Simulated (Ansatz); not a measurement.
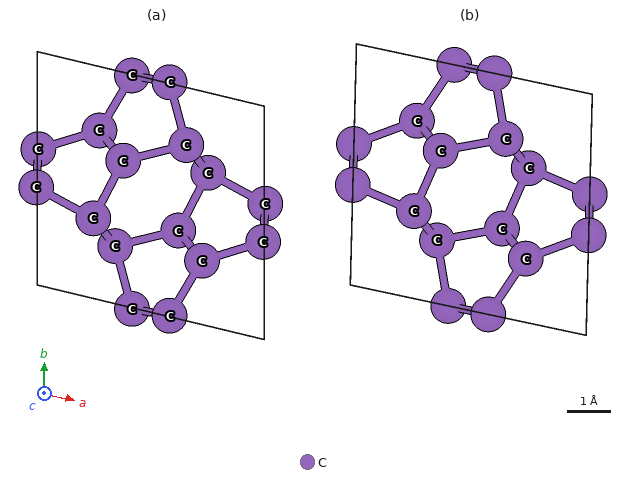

The structure of a crystal of C (a generated structure, set up in Cmcm) (coarse preliminary run) before (left) and after (right) a relaxation, at one scale.

A ball-and-stick model of the cell of the calculation, seen along the c axis.

Level of theory: DFT PBE, scalar-relativistic, plane waves, PAW (Ansatz). Settings: plane-wave cutoff 420 eV; k-point mesh 4 × 4 × 6; occupations gaussian; smearing width 0.1 eV; no spin polarisation; cell and atoms relaxed; force threshold 0.04 eV/Å; at most 70 steps.

Question: What changed between the two?

Answer: The largest moves relative to the cell, 0.11 Å, are those of C atoms. The volume changes by +8.1 %, with a = b 5.448 → 5.629 Å (+3.3 %), c 2.519 → 2.522 Å (+0.1 %), γ 103.5° → 100.6°. Near-neighbour distances that change, for instance: C–C 1.491 → 1.568 Å, C–C 1.544 → 1.583 Å, C–C 1.517 → 1.552 Å, C–C 1.505 → 1.532 Å. Bond angles that change, for instance: C–C–C 131.3° → 124.1°, C–C–C 137.7° → 144.1°, C–C–C 109.4° → 105.6°. The space group stays Cmcm (No. 63). Over 5 accepted moves (8 points after the start) the energy falls by 1.060 eV per cell of the calculation. The largest force component goes from 1.6 to 0.0046 eV/Å. The pressure goes from 30.24 to 0.07 GPa. The line search rejected the trial step at point 4 of the run. The SCF was repeated twice at an unchanged geometry on a basis and grid sized afresh for the cell, which shifted the energy by 47.4 meV per cell of the calculation at most.
